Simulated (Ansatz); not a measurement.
**Hg₂Se: density, localisation and related maps**

Input

```
crystal:
  lattice:
    - [0.0, 3.5126058861, 4.037312608]
    - [3.0507443811, 0.0, 4.037312608]
    - [3.0507443811, 3.5126058861, 0.0]
  atoms:
    - { symbol: Hg, position: [0.8320549078, 0.8320549078, 0.1679450922] }
    - { symbol: Hg, position: [0.1679450922, 0.1679450922, 0.8320549078] }
    - { symbol: Se, position: [0.5, 0.5, 0.5] }
basis:
  ecutwfc: 420
kpoints:
  mp_grid: { grid: [12, 12, 12] }
hamiltonian:
  xc: pbe
scf:
  occupations: { method: gaussian, width: 0.1 }
output:
  forces: true
  stress: true
  eigenvalues: true
  write_density: true
  write_potential: true
  elf: true
  volumetric_format: npy
relax:
  adjacent_minimum: "off"
  f_tol: 0.01
  max_steps: 80
  cell: { stress_tol: 0.05 }
```

Command:

```sh
ansatz run input.yaml --threads 1 --pin off --max-ram 2560MiB --backend cpu --events-out ev --progress --plain --runs-dir out
```

Below, planes, directions and counts refer to the conventional cell (a = 5.84 Å, b = 6.67 Å, c = 8.31 Å, α = 90.00°, β = 90.00°, γ = 90.00°).

The fields are those of the run's last geometry, not of the input's.

Space group Fmmm; a structure generated by program, which may or may not match a known phase.

All numbers below come from DFT PBE, scalar-relativistic, plane waves, PAW in Ansatz.

In a PAW calculation such maps are meaningful between the atoms, not at the nuclei.

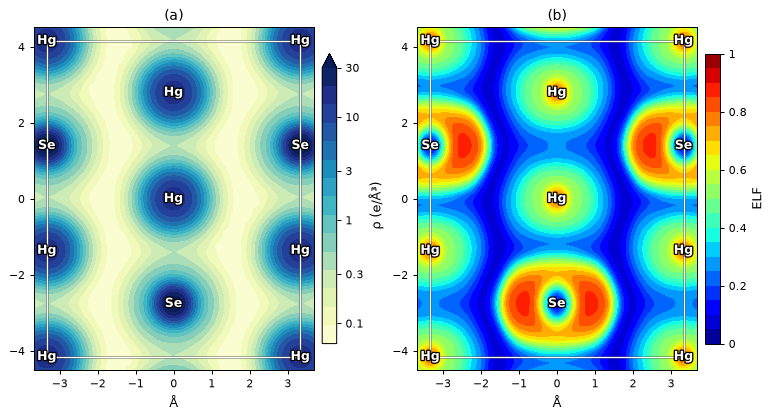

Figure 1. (a) valence pseudo-density; (b) ELF on the (100) plane of the conventional cell.

**Read the bonding off the picture.**

Atoms in the plane: Hg and Se.
Hg–Se (2.76 Å): ρ at the midpoint is about 0.33 e/Å³; the ELF is about 0.30 at the midpoint.
Hg–Hg (2.79 Å): the density is about 0.33 e/Å³ at the midpoint; the ELF is about 0.25 at the midpoint; no localised pair shows between them.
Between the atoms the lowest density in this plane is 0.06 e/Å³.
The features right at Hg lie inside the PAW spheres, where the map follows smoothed inner orbitals and isn't to be read closely.

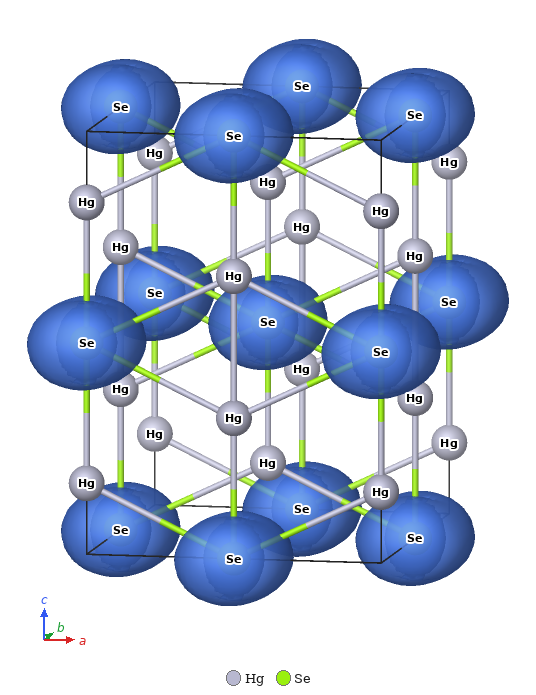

Figure 2. Isosurface of the electron localisation function at 0.7 (blue), seen at an oblique angle. Core shells and regions of very low density are left out. Sticks mark near contacts.

**Describe the localisation domains.**

The surface consists of four regions wrapped around Se (the valence shell of each), counted in one cell of 12 atoms. Regions shared between cells count once.

**Metal or insulator at this level of theory?**

It is gapless in this calculation (a metal or semimetal).
